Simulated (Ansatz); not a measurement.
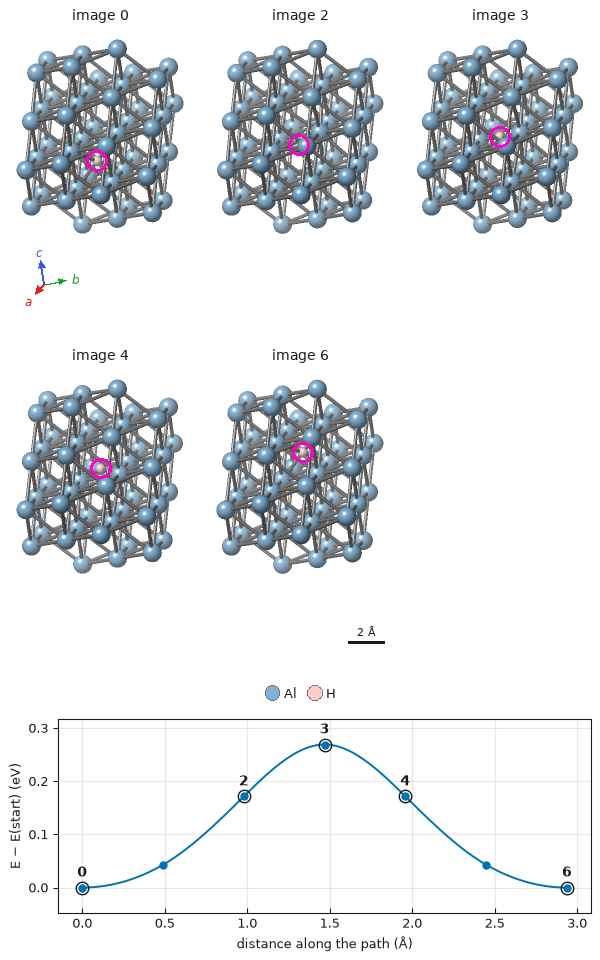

NEB run on a defect cell of composition Al₂₇H (28 atoms in the cell). Images are numbered from 0 (start) to 6 (end). The picture is a ball-and-stick view of the atoms within 5.6 Å of the middle of the path, seen slightly off an axis. The moving atom is ringed, with any periodic copies. Bonds to atoms that aren't drawn are left out.

Theory: Ansatz 0.2.0, DFT PBE, scalar-relativistic, plane waves, PAW. Run with plane-wave cutoff 420 eV; k-point mesh 3 × 3 × 3; Gaussian smearing 0.1 eV; 5 movable images; climbing image.

Read off the barrier and say what moves.

Answer. The two ends have the same energy, and the highest point, image 3, lies 0.269 eV above the start. The H atom travels furthest, 2.86 Å from end to end, along [−1 0 1], on a straight line. At the highest image its nearest neighbour (Al) is 1.68 Å away, against 2.05 Å at the start, and the surrounding atoms stand up to 0.23 Å off the mean of their end positions. The band is converged.

The run took 3.7 min on 4 threads of AMD EPYC 7R13 Processor (Zen 3), on a shared host, peak memory 2.5 GiB.
